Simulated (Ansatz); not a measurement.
**C4H: a changed input and its effect**

System: C4H (slab, 10 atoms in the cell).
Method of run A: DFT PBE+D3(BJ), scalar-relativistic, plane waves, PAW, PAW set soft_1, no spin polarisation (Ansatz 0.2.0).

The structure derives from an entry of the Crystallography Open Database. Text and figures count atoms from 1; the logs count them from 0 in places.

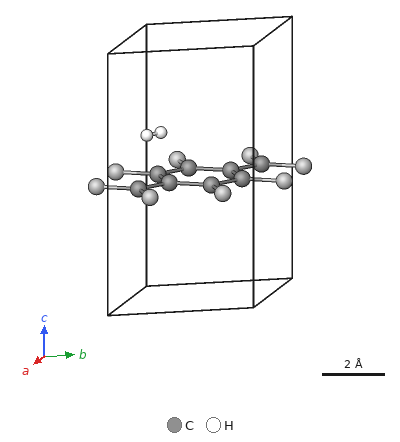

Figure 1. The structure (ball-and-stick view of the cell of the calculation, with the vacuum cut short, seen slightly off an axis; neighbours outside the cell are drawn fainter). An atom can appear more than once, as a periodic image.

### The input, run A
```yaml
crystal:
  lattice:
    - [4.9313048818, 0.0, 0.0]
    - [-2.4656524409, 4.2706353015, 0.0]
    - [0.0, 0.0, 18.0000331943]
  atoms:
    - { symbol: C, position: [0.3333333333, 0.1666666667, 0.2222236565] }
    - { symbol: C, position: [0.3333333333, 0.6666666667, 0.2222236565] }
    - { symbol: C, position: [0.8333333333, 0.1666666667, 0.2222236565] }
    - { symbol: C, position: [0.8333333333, 0.6666666667, 0.2222236565] }
    - { symbol: C, position: [0.1666666667, 0.3333333333, 0.2222218124] }
    - { symbol: C, position: [0.1666666667, 0.8333333333, 0.2222218124] }
    - { symbol: C, position: [0.6666666667, 0.3333333333, 0.2222218124] }
    - { symbol: C, position: [0.6666666667, 0.8333333333, 0.2222218124] }
    - { symbol: H, position: [0.7119494552, 0.2880505448, 0.3183345904] }
    - { symbol: H, position: [0.7880505448, 0.2119494552, 0.3183345904] }
basis:
  ecutwfc: 420
kpoints:
  mp_grid: { grid: [6, 6, 1] }
hamiltonian:
  xc: pbe
  pseudopotentials: { kind: paw, azcp: { folder: soft_1 } }
  dispersion: d3bj
scf:
  occupations: { method: gaussian, width: 0.1 }
output:
  forces: true
  eigenvalues: true
efield:
  axis: 3
  dipole_correction: true
  ramp_width: 0.04
```

Launched with:
```bash
ansatz run input.yaml --threads 1 --pin off --max-ram 3072MiB --backend cpu --events-out ev --progress --plain --runs-dir out
```

Hardware: 1 thread of Arm Neoverse V2, 24 GiB of memory available, shared host.

### Output, shortened to warnings, some set-up lines, iterations and results (run A)
```
Warning: the atoms were moved onto the symmetric positions of the space group found under crystal.symmetry.tolerance 1.0e-5 (fractional; no operation is sought that the atoms, as they stand in a round, miss by more than twice it, and no atom is moved by as much as it), and the run uses the moved positions. Before a round's move an operation carried an atom to 3.32e-5 Å from where it should land, …
Basis set: ecut = 420 eV, 7375 PW (Γ), exchange–correlation on 72×72×250 points (8 copies of the dense FFT grid, shifted against one another)
Symmetry: 4 space group operations
k-points: 13 of 36
[...]
SCF iter   1: F=—  HF=-2043.435479 eV  |F-HF|=—  |Δ(HF+E_count)|=         —  Δρ=6.20e-2  dr2=1.23e1  ethr=3.10e-3  p=-0.000 e·Å  D=-2.13e-6 V/Å  ΔV_dip=0.00 eV  …
SCF iter   2: F=—  HF=-2038.916610 eV  |F-HF|=—  |Δ(HF+E_count)|=    4.52e0  Δρ=2.52e-2  dr2=1.75e0  ethr=3.10e-3  p=-0.026 e·Å  D=-1.24e-2 V/Å  ΔV_dip=0.22 eV  …
SCF iter   3: F=—  HF=-2038.276465 eV  |F-HF|=—  |Δ(HF+E_count)|=   6.40e-1  Δρ=3.62e-3  dr2=4.12e-2  ethr=3.10e-3  p=-0.017 e·Å  D=-8.29e-3 V/Å  ΔV_dip=0.15 eV  …
SCF iter   4: F=—  HF=-2038.272221 eV  |F-HF|=—  |Δ(HF+E_count)|=   4.24e-3  Δρ=1.67e-3  dr2=1.32e-2  ethr=1.21e-4  p=-0.040 e·Å  D=-1.89e-2 V/Å  ΔV_dip=0.34 eV  …
SCF iter   5: F=—  HF=-2038.270200 eV  |F-HF|=—  |Δ(HF+E_count)|=   2.02e-3  Δρ=3.99e-4  dr2=5.27e-4  ethr=3.87e-5  p=-0.035 e·Å  D=-1.67e-2 V/Å  ΔV_dip=0.30 eV  …
SCF iter   6: F=—  HF=-2038.270313 eV  |F-HF|=—  |Δ(HF+E_count)|=   1.13e-4  Δρ=8.82e-5  dr2=4.18e-5  ethr=1.55e-6  p=-0.032 e·Å  D=-1.54e-2 V/Å  ΔV_dip=0.28 eV  …
SCF iter   7: F=—  HF=-2038.270226 eV  |F-HF|=—  |Δ(HF+E_count)|=   8.63e-5  Δρ=2.83e-5  dr2=1.55e-6  ethr=1.23e-7  p=-0.033 e·Å  D=-1.58e-2 V/Å  ΔV_dip=0.28 eV  …
SCF iter   8: F=—  HF=-2038.270229 eV  |F-HF|=—  |Δ(HF+E_count)|=   2.54e-6  Δρ=6.13e-6  dr2=1.50e-7  ethr=4.55e-9  p=-0.033 e·Å  D=-1.58e-2 V/Å  ΔV_dip=0.28 eV  …
SCF iter   9: F=-2038.270229 eV  HF=-2038.270229 eV  |F-HF|=9.06e-9  |Δ(HF+E_count)|=   3.82e-8  Δρ=1.58e-6  dr2=1.35e-8  ethr=2.94e-10  p=-0.033 e·Å  D=-1.58e-2 V/Å  …
SCF 1 converged in 9 iterations: F = -2038.270229 eV  dr2 = 1.35e-8
SCF converged after 9 iterations
Free energy (F): -2038.270229 eV
Harris-Foulkes:  -2038.270229 eV  (|F-HF|=9.06e-9)
Internal energy: -2038.270001 eV  (E = F + TS)
E sigma→0 (E₀):  -2038.270115 eV
Entropy (-TS):   -0.000228 eV (-0.023 meV/atom)
Fermi energy:    -2.281715 eV
Dipole field:    D = -0.015798 V/Å  (p = -0.033095 e·Å, saw-weighted, corrected)
Work function:   Φ+ = 4.6714 eV   Φ− = 4.3871 eV
Levels:          The Fermi level and band energies are counted from a zero that moves with the ramp; work functions are not
--- Per-component energies (eV) ---
  E_band       = -384.166666
  E_kinetic    = 741.023785
  E_local      = -12512.541116  (includes V_loc(G=0)·N_el)
  E_nonlocal   = 189.547324
  E_hartree    = 5875.265187
  E_xc         = -394.902545
  E_vxc        = -487.431372  (∫ρ·V_xc dr)
  E_paw        = -802.496902  (= ΣΔE_a)
  E_vpaw       = -64.884407  (= ΣTr[D̂ρ^β])
  E_aug_tail   = -0.002486  (compensation charges beyond the density's cutoff)
  E_efield     = 0.000261  (sawtooth field / dipole correction)
  E_vefield    = -0.409433  (∫n·V_field dr)
  E_ewald      = 4866.670485
  E_disp       = -0.833995  (pairwise vdW)
  E_smearing   = -0.000228  (= −TS)
  E_closure    = -0.000000  (closes the sum)
  Σ components = -2038.270229   (vs F -2038.270229, Δ=0.00e0)
--- Forces (eV/Å), atoms counted from 1 ---
  atom   1  C      0.30015452     0.01780028    -0.18432297
  atom   2  C      0.06744040    -0.03893673     0.14008886
  atom   3  C      0.81852392    -0.47257501    -2.07273384
  atom   4  C      0.13466176    -0.26884158    -0.18432297
  atom   5  C     -0.30015452    -0.01780028    -0.18432297
  atom   6  C     -0.06744040     0.03893673     0.14008886
  atom   7  C     -0.81852392     0.47257501    -2.07273384
  atom   8  C     -0.13466176     0.26884158    -0.18432297
  atom   9  H     -3.85547812     2.22596133     2.30133433
  atom  10  H      3.85547812    -2.22596133     2.30133433
  max |Σ_I F_I| component: 8.68e-5 eV/Å
```

For run B the input was changed thus:
```diff
-    - { symbol: H, position: [0.7119494552, 0.2880505448, 0.3183345904] }
-    - { symbol: H, position: [0.7880505448, 0.2119494552, 0.3183345904] }
+    - { symbol: H, position: [0.5948708557, 0.4051291443, 0.3183345904] }
+    - { symbol: H, position: [0.9051291443, 0.0948708557, 0.3183345904] }
```

Predict how the results change.

With the same functional and potentials, run B lies 381.4 meV per atom higher. The gap of 0.36 eV on the mesh closes. The largest force goes from 5.012 to 1.096 eV/Å. The work function goes from 4.67 to 5.80 eV. The SCF takes 10 iterations against 9.

### Output, shortened to warnings, some set-up lines, iterations and results (run B)
```
Warning: the atoms were moved onto the symmetric positions of the space group found under crystal.symmetry.tolerance 1.0e-5 (fractional; no operation is sought that the atoms, as they stand in a round, miss by more than twice it, and no atom is moved by as much as it), and the run uses the moved positions. Before a round's move an operation carried an atom to 3.32e-5 Å from where it should land, …
Basis set: ecut = 420 eV, 7375 PW (Γ), exchange–correlation on 72×72×250 points (8 copies of the dense FFT grid, shifted against one another)
Symmetry: 4 space group operations
k-points: 13 of 36
[...]
SCF iter   1: F=—  HF=-2039.394685 eV  |F-HF|=—  |Δ(HF+E_count)|=         —  Δρ=5.89e-2  dr2=1.83e1  ethr=3.10e-3  p=-0.000 e·Å  D=-2.13e-6 V/Å  ΔV_dip=0.00 eV  …
SCF iter   2: F=—  HF=-2036.035751 eV  |F-HF|=—  |Δ(HF+E_count)|=    3.36e0  Δρ=2.90e-2  dr2=6.28e0  ethr=3.10e-3  p=-0.168 e·Å  D=-8.01e-2 V/Å  ΔV_dip=1.44 eV  …
SCF iter   3: F=—  HF=-2034.542362 eV  |F-HF|=—  |Δ(HF+E_count)|=    1.49e0  Δρ=8.93e-3  dr2=3.92e-1  ethr=3.10e-3  p=-0.182 e·Å  D=-8.70e-2 V/Å  ΔV_dip=1.57 eV  …
SCF iter   4: F=—  HF=-2034.451605 eV  |F-HF|=—  |Δ(HF+E_count)|=   9.08e-2  Δρ=2.97e-3  dr2=2.30e-2  ethr=1.15e-3  p=-0.204 e·Å  D=-9.75e-2 V/Å  ΔV_dip=1.75 eV  …
SCF iter   5: F=—  HF=-2034.456142 eV  |F-HF|=—  |Δ(HF+E_count)|=   4.54e-3  Δρ=1.23e-3  dr2=7.00e-3  ethr=6.77e-5  p=-0.183 e·Å  D=-8.72e-2 V/Å  ΔV_dip=1.57 eV  …
SCF iter   6: F=—  HF=-2034.456563 eV  |F-HF|=—  |Δ(HF+E_count)|=   4.21e-4  Δρ=2.97e-4  dr2=2.74e-4  ethr=2.06e-5  p=-0.193 e·Å  D=-9.20e-2 V/Å  ΔV_dip=1.66 eV  …
SCF iter   7: F=—  HF=-2034.456743 eV  |F-HF|=—  |Δ(HF+E_count)|=   1.81e-4  Δρ=1.12e-4  dr2=8.13e-5  ethr=8.07e-7  p=-0.190 e·Å  D=-9.07e-2 V/Å  ΔV_dip=1.63 eV  …
SCF iter   8: F=—  HF=-2034.456656 eV  |F-HF|=—  |Δ(HF+E_count)|=   8.74e-5  Δρ=4.59e-5  dr2=1.41e-5  ethr=2.39e-7  p=-0.191 e·Å  D=-9.10e-2 V/Å  ΔV_dip=1.64 eV  …
SCF iter   9: F=—  HF=-2034.456659 eV  |F-HF|=—  |Δ(HF+E_count)|=   3.55e-6  Δρ=1.14e-5  dr2=7.44e-7  ethr=4.16e-8  p=-0.191 e·Å  D=-9.12e-2 V/Å  ΔV_dip=1.64 eV  …
SCF iter  10: F=-2034.456660 eV  HF=-2034.456660 eV  |F-HF|=3.55e-9  |Δ(HF+E_count)|=   3.84e-7  Δρ=1.75e-6  dr2=1.25e-8  ethr=2.94e-10  p=-0.191 e·Å  D=-9.12e-2 V/Å  …
SCF 1 converged in 10 iterations: F = -2034.456660 eV  dr2 = 1.25e-8
SCF converged after 10 iterations
Free energy (F): -2034.456660 eV
Harris-Foulkes:  -2034.456660 eV  (|F-HF|=3.55e-9)
Internal energy: -2034.433429 eV  (E = F + TS)
E sigma→0 (E₀):  -2034.445045 eV
Entropy (-TS):   -0.023231 eV (-2.323 meV/atom)
Fermi energy:    -2.627334 eV
Dipole field:    D = -0.091272 V/Å  (p = -0.191207 e·Å, saw-weighted, corrected)
Work function:   Φ+ = 5.7959 eV   Φ− = 4.1531 eV
Levels:          The Fermi level and band energies are counted from a zero that moves with the ramp; work functions are not
--- Per-component energies (eV) ---
  E_band       = -397.167352
  E_kinetic    = 730.197915
  E_local      = -12455.866183  (includes V_loc(G=0)·N_el)
  E_nonlocal   = 188.818239
  E_hartree    = 5843.538518
  E_xc         = -390.250139
  E_vxc        = -481.463831  (∫ρ·V_xc dr)
  E_paw        = -801.457984  (= ΣΔE_a)
  E_vpaw       = -63.581873  (= ΣTr[D̂ρ^β])
  E_aug_tail   = -0.001293  (compensation charges beyond the density's cutoff)
  E_efield     = 0.008726  (sawtooth field / dipole correction)
  E_vefield    = -2.351082  (∫n·V_field dr)
  E_ewald      = 4851.488807
  E_disp       = -0.910035  (pairwise vdW)
  E_smearing   = -0.023231  (= −TS)
  E_closure    = 0.000000  (closes the sum)
  Σ components = -2034.456660   (vs F -2034.456660, Δ=0.00e0)
--- Forces (eV/Å), atoms counted from 1 ---
  atom   1  C     -0.41783723    -0.66344817    -0.43210769
  atom   2  C      0.63504193    -0.36664163    -0.12144564
  atom   3  C      0.48699025    -0.28116395     0.94083691
  atom   4  C      0.36564436     0.69358174    -0.43210769
  atom   5  C      0.41783723     0.66344817    -0.43210769
  atom   6  C     -0.63504193     0.36664163    -0.12144564
  atom   7  C     -0.48699025     0.28116395     0.94083691
  atom   8  C     -0.36564436    -0.69358174    -0.43210769
  atom   9  H      0.35088065    -0.20258104     0.04483993
  atom  10  H     -0.35088065     0.20258104     0.04483993
  max |Σ_I F_I| component: 3.16e-5 eV/Å
```

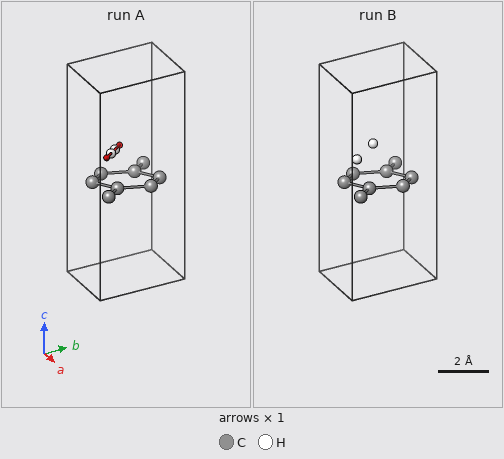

Figure 2. The two input geometries at one scale (ball-and-stick view of the cell of the calculation, with the vacuum cut short, seen slightly off an axis). The red arrows on the first give the shifts of the atoms relative to the cell, at true length. The largest moves, 1.00 Å, are those of H atoms. C stays in place. The cell stays as it was. Among the contacts that change: H–H 0.650 → 2.650 Å.

### The two runs side by side

| quantity | run A | run B |
| --- | --- | --- |
| outcome | converged | converged |
| free energy per atom (eV) | −203.8270 | −203.4457 |
| energy per atom, smearing taken to zero (eV) | −203.8270 | −203.4445 |
| gap on the mesh (eV) | 0.36 | 0.00 |
| work function (eV) | 4.67 | 5.80 |
| largest force (eV/Å) | 5.012 | 1.096 |
| SCF iterations | 9 | 10 |
| irreducible k-points | 13 | 13 |
| plane waves at Γ | 7375 | 7375 |
| wall time (shared host) | 10 s | 10 s |

For both runs: Warnings: the structure was made exactly symmetric.
